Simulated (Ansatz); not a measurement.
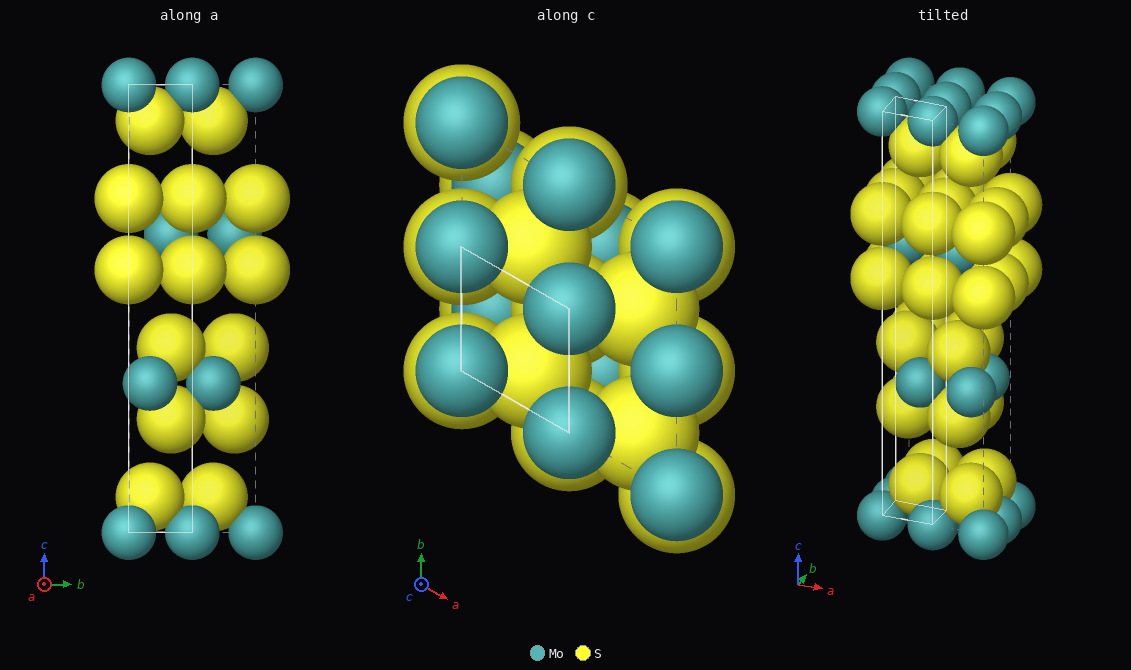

The structure above is drawn in space-filling style and viewed along the a axis, along the c axis and slightly off an axis. A 2×2×1 array of cells is drawn; the conventional unit cell has the solid edges.

Summary of the structure:

- Its composition is MoS$_{2}$.
- It belongs to space group R3m (No. 160) and has a rhombohedral (trigonal R) lattice.
- Content of the cell: 3 Mo, 6 S (Z = 3).
- The coordination shell of Mo holds six S in a trigonal prismatic arrangement. Each S is bonded to three Mo in a trigonal pyramidal arrangement. Not all metal-metal contacts are counted.

The structure was taken from a structure listed in the Materials Project, with elements exchanged, so it need not be a known form of the compound. The final geometry of a relaxation with Ansatz 0.2.0, DFT r2SCAN, scalar-relativistic, plane waves, PAW is shown.
